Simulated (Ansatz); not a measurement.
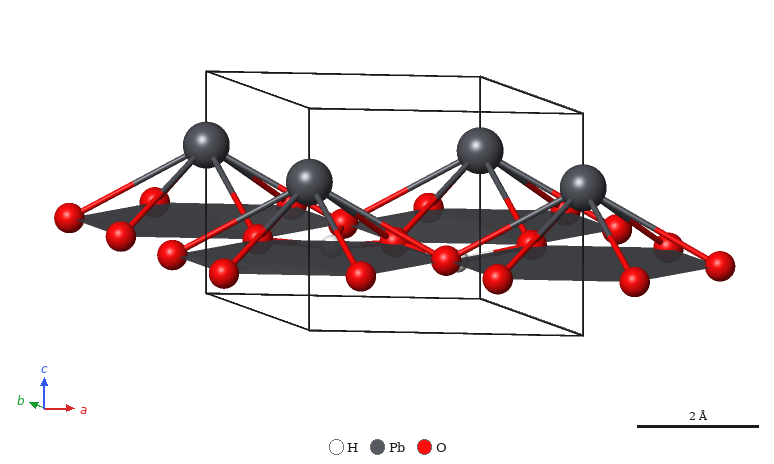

Drawn in the polyhedral manner and seen slightly off an axis. The wireframe shows the conventional unit cell. Some neighbours outside the box are added. Cell: a = 4.58 Å, b = 4.58 Å, c = 3.72 Å, α = 90.00°, β = 90.00°, γ = 120.00°.

Its origin is a structure type filled with these elements by a generator (whether the compound takes this form wasn't checked). Earlier steps of the study may have refined or changed the cell and positions. It went into a calculation with Ansatz.

Question: Summary of the structure:

Answer: The structure is one of H2PbO3. Space group P6mm (No. 183), lattice primitive hexagonal. The cell holds 6 atoms (2 H, 1 Pb, 3 O), Z = 1. H is coordinated by three O in a trigonal planar arrangement at about 1.3 Å. Each Pb has six O at about 2.6 Å. O is coordinated by two H and two Pb (about 1.3 Å to H, 2.6 Å to Pb). The bonds build H2PbO3 layers parallel to (001).

The calculation: DFT PBE, scalar-relativistic, plane waves, PAW in Ansatz 0.2.0, with a 420 eV plane-wave basis, k-points on a 12×12×10 grid, Gaussian smearing of 0.1 eV, no spin polarisation.

Question: What does the calculation say: metal or gapped?

Answer: A metal: bands cross the Fermi level.

Question: Predict the Bader charges.

Answer: H +0.58 e; Pb +1.40 e; O -0.86 e.

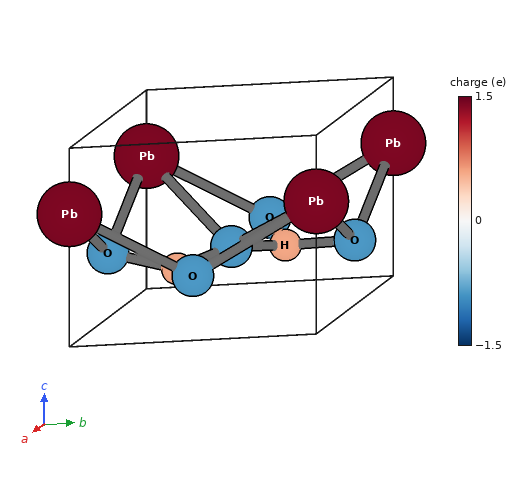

The atoms coloured by those charges. The run's cell of 6 atoms is drawn.

Question: Is this an equilibrium geometry for the method given?

Answer: Yes. All forces vanish to within 0.01 eV/Å. The pressure is 0.0 GPa, close to zero.
